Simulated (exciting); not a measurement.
**Energy of SnTe along an even scaling of the cell**

System: SnTe (2 atoms in the cell).
Method: Kohn-Sham DFT of a periodic cell, PBE, all-electron LAPW+lo, shipped species files, no spin polarisation (exciting sodium).

The 7 runs differ only in the geometry, by an even scaling of the cell at fixed fractional positions. The structure derives from an entry of the Crystallography Open Database.

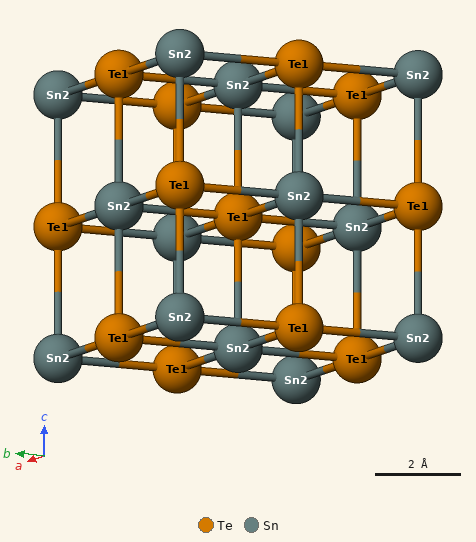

Figure 1. The structure of run 4 (ball-and-stick view of the cell 4 times as large as that of the calculation, set on its symmetry axes, seen at an oblique angle; atoms are numbered from 1 in the order of the input).

**Input of run 4**
```
<input>
  <title>SnTe</title>
  <structure speciespath="./" tshift="false">
    <crystal scale="1">
      <basevect>0.000000000000 5.954243559777 5.954243559777</basevect>
      <basevect>5.954243559777 0.000000000000 5.954243559777</basevect>
      <basevect>5.954243559777 5.954243559777 0.000000000000</basevect>
    </crystal>
    <species speciesfile="Te.xml" rmt="2.3">
      <atom coord="0.500000000000 0.500000000000 0.500000000000"/>
    </species>
    <species speciesfile="Sn.xml" rmt="2.3">
      <atom coord="0.000000000000 0.000000000000 0.000000000000"/>
    </species>
  </structure>
  <groundstate do="fromscratch" ngridk="7 7 7" rgkmax="9" gmaxvr="14" lmaxapw="10" lmaxmat="10" lmaxvr="8" xctype="GGA_PBE" stype="Fermi Dirac" swidth="0.00183747" nempty="10" ValenceRelativity="iora*" epsengy="1e-05" epspot="1e-05" maxscl="60" tforce="true" outputlevel="normal"/>
  <properties>
    <chargedensityplot>
      <plot3d>
        <box grid="23 23 23">
          <origin coord="0 0 0"/>
          <point coord="1 0 0"/>
          <point coord="0 1 0"/>
          <point coord="0 0 1"/>
        </box>
      </plot3d>
    </chargedensityplot>
    <elfplot>
      <plot3d>
        <box grid="23 23 23">
          <origin coord="0 0 0"/>
          <point coord="1 0 0"/>
          <point coord="0 1 0"/>
          <point coord="0 0 1"/>
        </box>
      </plot3d>
    </elfplot>
    <exccplot>
      <plot3d>
        <box grid="23 23 23">
          <origin coord="0 0 0"/>
          <point coord="1 0 0"/>
          <point coord="0 1 0"/>
          <point coord="0 0 1"/>
        </box>
      </plot3d>
    </exccplot>
  </properties>
</input>
```

Command:
```bash
OMP_NUM_THREADS=1 exciting_smp
```

Run 5 has the same physical settings and fractional positions; its lattice vectors (Å) are:
```
   0.000000    3.171717    3.171717
   3.171717    0.000000    3.171717
   3.171717    3.171717    0.000000
```

**Results, with one run withheld**

```csv
run,volume per atom (Å³),"free energy per atom, from the lowest run given (meV)",gap on the mesh (eV)
1,29.404,54.44,0.59
2,30.030,34.92,0.64
3,30.656,19.78,0.67
4,31.281,9.91,0.66
5,31.907,?,?
6,32.532,0.00,0.66
7,33.158,0.32,0.67
```

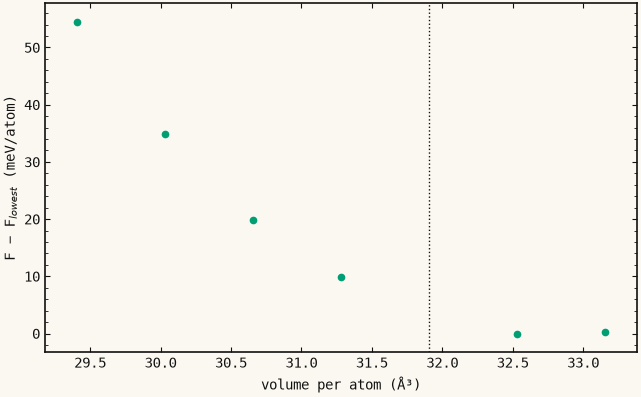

Figure 2. Free energy per atom of the runs given; the dotted line marks run 5.

Fit the runs given and predict run 5.

A cubic polynomial in V^(−2/3) (the Birch–Murnaghan form), fitted to the 6 runs given, misses them by at most 0.27 meV per atom. With x = V^(−2/3) − 0.10105 Å⁻², it reads F = 11.773 + 6897.2 x + 1.0061e+06 x² + 3.1464e+06 x³ (meV per atom). At run 5 it gives 3.14 meV per atom, and the run itself gives 3.44. The fit has its minimum at 32.814 Å³ per atom, where V d²F/dV² gives 40.2 GPa: the bulk modulus at this level, since symmetry fixes the shape and the positions. The gap on the mesh lies between 0.59 eV (run 1) and 0.67 eV (run 3); run 5 has 0.66 eV. These are gaps of this functional on this mesh, which can miss the band edges; they aren't the measured gap.

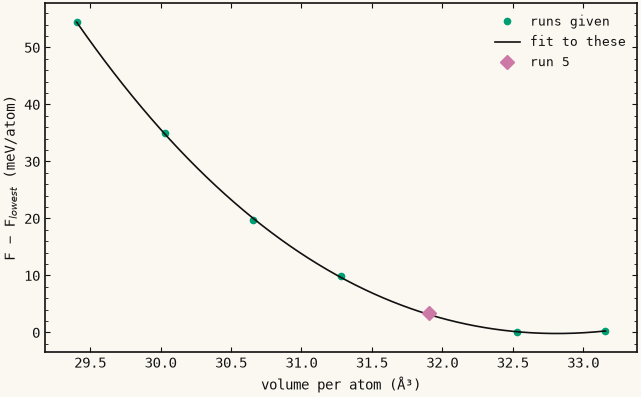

Figure 3. The fit and the withheld run.

**Some lines of the output (run 5)**
```
[...]
 DOS at Fermi energy (states/Ha/cell)       :         0.08704126
 Absolute change in total energy   (target) :  0.188223E-03  ( 0.100000E-04)
 Total energy                               :    -12976.01592775
 DOS at Fermi energy (states/Ha/cell)       :         0.08704121
 Absolute change in total energy   (target) :  0.577460E-04  ( 0.100000E-04)
 Total energy                               :    -12976.01591360
 DOS at Fermi energy (states/Ha/cell)       :         0.08704127
 Absolute change in total energy   (target) :  0.141557E-04  ( 0.100000E-04)
 Total energy                               :    -12976.01591470
 DOS at Fermi energy (states/Ha/cell)       :         0.08704128
 Absolute change in total energy   (target) :  0.110701E-05  ( 0.100000E-04)
 Total energy                               :    -12976.01591347
 Absolute change in total energy   (target) :  0.123461E-05  ( 0.100000E-04)
 Total energy                               :    -12976.01591325
```
